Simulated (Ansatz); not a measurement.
**CO₂: density, localisation and related maps**

```xyz
6
Lattice="4.6886 0.0000 0.0000 0.0000 4.9235 0.0000 0.0000 0.0000 2.1264" Properties=species:S:1:pos:R:3 pbc="T T T"
C     2.3443    2.4618    1.0632
C     0.0000    0.0000    0.0000
O     1.6085    1.8081    0.0000
O     3.9528    0.6537    1.0632
O     0.7358    4.2699    1.0632
O     3.0801    3.1154    0.0000
```

Space group Pnnm.

All numbers below come from DFT LDA, scalar-relativistic, plane waves, PAW in Ansatz.

Core electrons are frozen (PAW), and the valence fields are smoothed inside the atomic spheres.

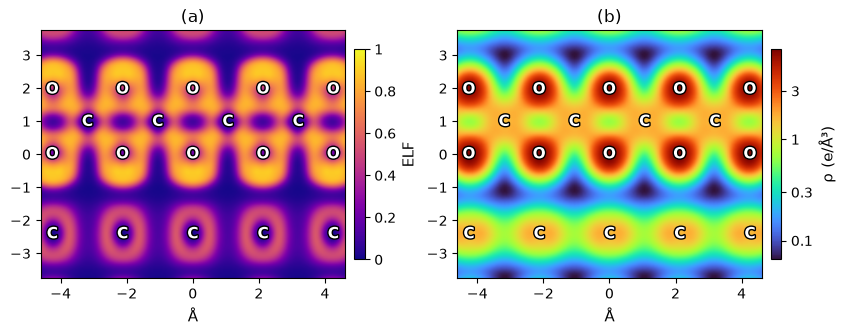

Figure 1. (a) electron localisation function; (b) valence pseudo-density on the (110) plane of the conventional cell.

### What does the map show?

The plane passes through C and O nuclei. Atoms just off the plane (O, 0.9 Å away) can leave unmarked features too. C–O (1.45 Å): ρ is about 2 e/Å³ halfway; the ELF peaks at about 0.85 between the atoms (a polar covalent bond). Between the atoms the lowest density in this plane is 0.06 e/Å³.

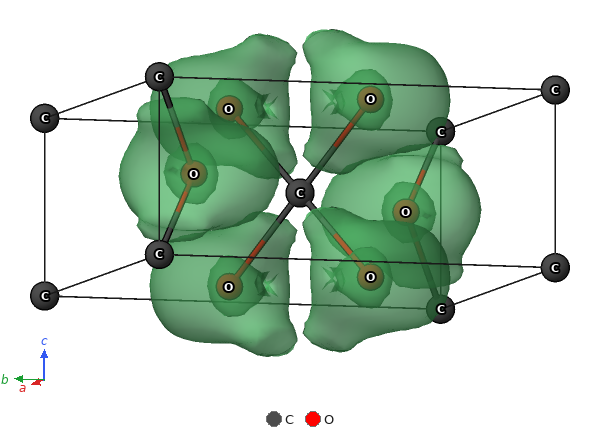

Figure 2. Isosurface of the ELF at 0.65 (green), seen at an oblique angle. Core shells and regions of very low density are left out. Sticks mark near contacts.

### Where are the electrons localised?

At this value the surface marks out four regions on O in which the atom's valence shell and bonds are merged, counted in one cell of 6 atoms. Any copies at cell faces, edges or corners count once.

### Does the calculation make it a metal, or give it a gap?

It is gapped, with a Kohn–Sham gap of 0.73 eV on the k-point mesh, an upper bound to the gap of this method.
